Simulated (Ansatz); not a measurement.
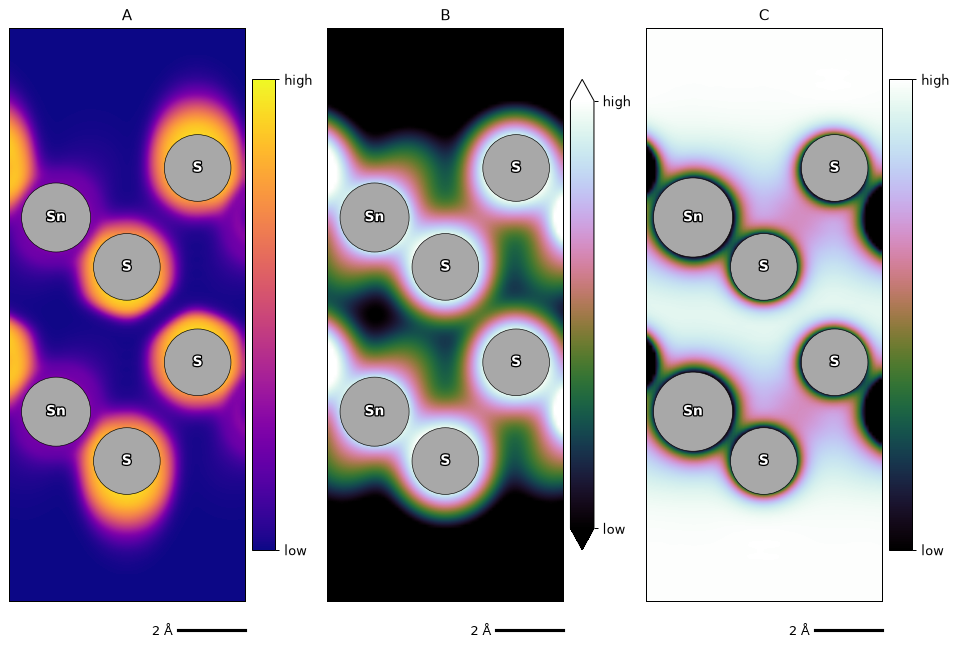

SnS₂ (slab): 3 fields on the (110) plane of the calculation cell, a cut from vacuum to vacuum, with unlabelled colour scales. Grey discs cover the atomic cores.

Theory: DFT PBE+D3(BJ), scalar-relativistic, plane waves, PAW (Ansatz).

```yaml
crystal:
  lattice:
    - [3.66974, 0.00000, 0.00000]
    - [-1.83487, 3.17809, 0.00000]
    - [0.00000, 0.00000, 25.75621]
  atoms:
    - { symbol: S, position: [0.33333, 0.66667, 0.33002] }
    - { symbol: Sn, position: [0.00000, 0.00000, 0.38741] }
    - { symbol: S, position: [0.66667, 0.33333, 0.44480] }
    - { symbol: S, position: [0.33333, 0.66667, 0.55567] }
    - { symbol: Sn, position: [0.00000, 0.00000, 0.61310] }
    - { symbol: S, position: [0.66667, 0.33333, 0.67063] }
```

> Which field does each panel show? The fields are: electron localisation function, electrostatic potential energy of an electron and valence pseudo-density.

Panel A: electron localisation function. Panel B: valence pseudo-density. Panel C: electrostatic potential energy of an electron (low next to the atoms, rising into the space between them). From the grid: Sn–S (2.58 Å): the density is about 0.44 e/Å³ at the midpoint; the ELF peaks at about 0.85 in the valence shell of S, 0.8 Å from its nucleus, and is about 0.55 at the midpoint.
